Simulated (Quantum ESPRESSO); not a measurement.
## NaI (Fm-3m): a worked LO-TO splitting

Wanted: the LO mode of NaI (Fm-3m) from the TO mode and the field response.

Program: Quantum ESPRESSO 7.5. Level of theory: DFT LDA, scalar-relativistic, plane waves, PseudoDojo norm-conserving pseudopotentials. Results are calculated unless marked as measured.

## 1. The relaxed structure

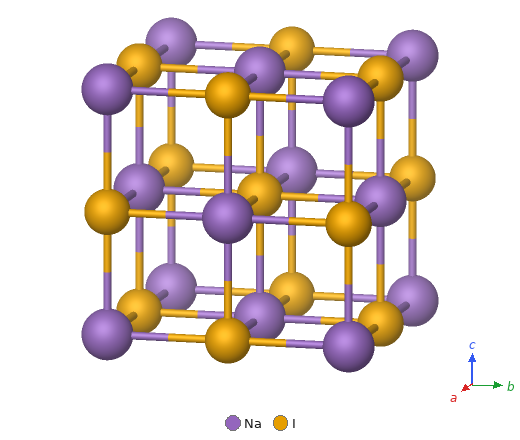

The starting structure, seen slightly off an axis (sodium purple, iodine orange). This picture shows the conventional cell, with its axes. Some periodic images of atoms are drawn too.

Coordinates:

```
CELL_PARAMETERS angstrom
-3.13145 0.00000 3.13145
0.00000 3.13145 3.13145
-3.13145 3.13145 0.00000
ATOMIC_POSITIONS crystal
Na 0.00000 0.00000 0.00000
I 0.50000 0.50000 0.50000
```

This is the cell after its relaxation at this level of theory, not the database cell from which that began.

## 2. What the response run gave

A linear-response run on the relaxed cell, with the response to an electric field; only its zone-centre results are used. Cutoff 97 Ry, k mesh 8×8×8.

Output:

```text
[banners, grids, parts of the stress and lines that vanish by symmetry left out]
Program PHONON v.7.5
     Reading xml data from directory:

[...]
Exchange-correlation= PW
                           (   1   4   0   0   0   0   0)
[...]
kinetic-energy cut-off    =      97.0000  Ry
     charge density cut-off    =     388.0000  Ry
     convergence threshold     =      1.0E-18
[...]
Exchange-correlation= PW
                           (   1   4   0   0   0   0   0)
[...]
q = (   0.0000000   0.0000000   0.0000000 )
     49 Sym.Ops. (with q -> -q+G )
     G cutoff = 1376.6382  (  53497 G-vectors)     FFT grid: ( 54, 54, 54)
     number of k points=    29
[...]
Mode symmetry, O_h (m-3m)  point group:
[...]
Dielectric constant
[...]
End of electric fields calculation
          Dielectric constant in cartesian axis
          (       3.642111212      -0.000000000      -0.000000000 )
          (      -0.000000000       3.642111212       0.000000000 )
          (      -0.000000000       0.000000000       3.642111212 )
          Effective charges (d Force / dE) in cartesian axis without acoustic sum rule applied (asr)
           atom    1  Na    Mean Z*:        1.16740
      Ex  (        1.16740       -0.00000       -0.00000 )
      Ey  (       -0.00000        1.16740        0.00000 )
      Ez  (        0.00000        0.00000        1.16740 )
           atom    2  I     Mean Z*:       -1.16940
      Ex  (       -1.16940        0.00000        0.00000 )
      Ey  (        0.00000       -1.16940       -0.00000 )
      Ez  (       -0.00000       -0.00000       -1.16940 )
          Effective charges Sum: Mean:       -0.00200
[...]
Effective charges (d Force / dE) in cartesian axis with asr applied:
           atom    1  Na    Mean Z*:        1.16840
[...]
atom    2  I     Mean Z*:       -1.16840
[...]
Representation #   1 modes #   1   2   3
[...]
End of self-consistent calculation
     Convergence has been achieved
     Representation #   2 modes #   4   5   6
[...]
End of self-consistent calculation
     Convergence has been achieved
[...]
Dielectric constant in cartesian axis
          (       3.642111212      -0.000000000      -0.000000000 )
          (      -0.000000000       3.642111212       0.000000000 )
          (      -0.000000000       0.000000000       3.642111212 )
          Effective charges (d Force / dE) in cartesian axis without acoustic sum rule applied (asr)
           atom    1  Na    Mean Z*:        1.16740
      Ex  (        1.16740       -0.00000       -0.00000 )
      Ey  (       -0.00000        1.16740        0.00000 )
      Ez  (        0.00000        0.00000        1.16740 )
           atom    2  I     Mean Z*:       -1.16940
      Ex  (       -1.16940        0.00000        0.00000 )
      Ey  (        0.00000       -1.16940       -0.00000 )
      Ez  (       -0.00000       -0.00000       -1.16940 )
          Effective charges Sum: Mean:       -0.00200
[...]
Effective charges (d Force / dE) in cartesian axis with asr applied:
           atom    1  Na    Mean Z*:        1.16840
[...]
atom    2  I     Mean Z*:       -1.16840
[...]
q = (    0.000000000   0.000000000   0.000000000 )
[...]
freq (    1) =       0.066318 [THz] =       2.212145 [cm-1]
     freq (    2) =       0.066318 [THz] =       2.212145 [cm-1]
     freq (    3) =       0.066318 [THz] =       2.212145 [cm-1]
     freq (    4) =       3.907333 [THz] =     130.334585 [cm-1]
     freq (    5) =       3.907333 [THz] =     130.334585 [cm-1]
     freq (    6) =       3.907333 [THz] =     130.334585 [cm-1]
[...]
Mode symmetry, O_h (m-3m)  point group:
     freq (   1-   3) =          2.2  [cm-1]   --> T_1u G_15  G_4- I
     freq (   4-   6) =        130.3  [cm-1]   --> T_1u G_15  G_4- I

   JOB DONE.
```

```tsv
quantity	value
cell volume Ω (Å³)	61.414
mass of Na (u)	22.990
mass of I (u)	126.904
Born charge of Na, raw (e)	1.167
Born charge of I, raw (e)	-1.169
ε∞	3.642
ω(TO) after the sum rule (cm⁻¹)	130.2
```

## 3. The calculation

The charges must sum to zero over the cell; taking off their mean, -0.001 e, leaves Z* = 1.168 e on Na. In the polar mode Na moves against I, so the reduced mass is μ = 22.99 × 126.90 / 149.89 = 19.464 u.

A longitudinal wave builds up a field that adds to the restoring force: ω(LO)² = ω(TO)² + 4π Z*² / (μ Ω ε∞), in Hartree atomic units. With μ = 35480 electron masses and Ω = 414.44 bohr³ the second term is 3.2033e-07 Ha², or 15430 cm⁻² (1 Ha = 219474.6 cm⁻¹).

So ω(LO) = √(16960 + 15430) = 180.0 cm⁻¹, and by the Lyddane-Sachs-Teller relation ε₀ = ε∞ (ω(LO)/ω(TO))² = 6.96.

## 4. Check against the program

The analysis program adds the same non-analytic term to the full matrix, here for q along (1 0 0).

Output:

```text
[banner, memory and clock lines left out]
Program DYNMAT v.7.5

     Reading Dynamical Matrix from file g.dyn
     ...Force constants read
     ...epsilon and Z* read

     Polarizability (A^3 units)
     multiply by 0.531716 for Clausius-Mossotti correction
        12.912382   -0.000000   -0.000000
        -0.000000   12.912382    0.000000
        -0.000000    0.000000   12.912382

     IR activities are in (D/A)^2/amu units

# mode   [cm-1]    [THz]      IR
    1     -0.00   -0.0000    0.0000
    2     -0.00   -0.0000    0.0000
    3      0.00    0.0000    0.0000
    4    130.23    3.9043    1.6182
    5    130.23    3.9043    1.6182
    6    179.97    5.3955    1.6182
```

ε₀ comes from the program's run without a direction of q.

```tsv
quantity	by hand	program
ω(LO) (cm⁻¹)	180.0	180.0
ε₀	6.96	6.96
```

## 5. Outcome

| Property | Result |
| --- | --- |
| TO mode | 130.2 cm⁻¹ |
| LO mode | 180.0 cm⁻¹ |
| static dielectric constant | 6.955 |

What this shows: The LO mode of NaI (Fm-3m) lies at 180 cm⁻¹, 50 cm⁻¹ above the TO mode; the formula meets the program within 0.1 cm⁻¹, as it must for a cubic crystal with one polar mode. ω(LO)² − ω(TO)² goes with Z*²/ε∞: an error of 5 % in ε∞ would move the LO mode by 2.1 cm⁻¹, and semilocal functionals tend to overestimate ε∞. These are harmonic values at zero temperature, at the volume of this functional, for the structure held cubic; stability elsewhere in the zone is no part of this calculation.

[Host names and launcher messages were left out of these logs when they were recorded.]

[Logs are printed without paths, hosts, clocks, repeated set-up lines and the standing remarks that a program may print on its own settings, such as how far it seeks lower states.]

[Hosts, paths, dates, database ids (printed as entryN), source tags and the programs' standing remarks are cut or masked in the printed files.]
